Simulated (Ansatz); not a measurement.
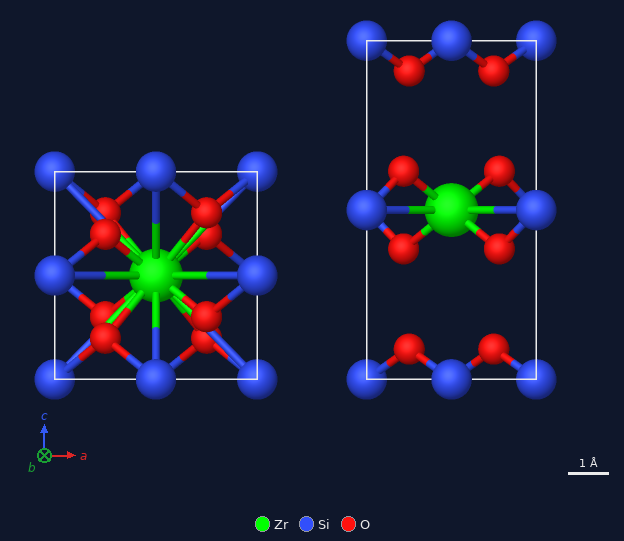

Two geometries of solid ZrSi3O8 (a generated structure, set up in P-42m) (coarse preliminary run), drawn at one scale. One is the start of a relaxation, the other its converged end. The picture is a ball-and-stick view of the cell of the calculation, seen along the b axis.

All numbers below come from DFT PBE, scalar-relativistic, plane waves, PAW (Ansatz). Set-up: plane-wave cutoff 420 eV; k-point mesh 4 × 4 × 4; occupations gaussian; smearing width 0.1 eV; no spin polarisation; cell and atoms relaxed; force threshold 0.04 eV/Å; at most 70 steps.

Q: Which of the two is the end point?

A: The right one is the relaxed one. The largest moves relative to the cell, 0.93 Å, are those of O atoms. Si and Zr stay in place. The volume changes by +14.2 %, with a = b 5.086 → 4.258 Å (−16.3 %), c 5.219 → 8.506 Å (+63.0 %). Among the contacts that change: O–Si 2.390 → 3.805 Å, O–Zr 2.390 → 3.802 Å, O–Si 2.390 → 3.612 Å, Si–Zr 3.644 → 4.756 Å. Bonds break, among them: O–Zr (2.39 → 3.80 Å). Among the angles between lasting bonds that change: O–Si–O 120.2° → 106.7°, Zr–O–Si 120.2° → 113.5°, O–Si–O 104.4° → 110.9°. The space group stays P-42m (No. 111). The energy falls by 880 meV per atom in 24 accepted moves (33 points after the start). The largest force component goes from 2.2 to 0.0031 eV/Å. Pressure: −30.99 GPa at the start and 0.11 GPa at the end. The line search rejected the trial steps at points 12, 27 of the run. At 7 points the geometry stayed and the basis and grid were re-selected for the new cell (energy shift of 10.9 meV per atom at most each time).
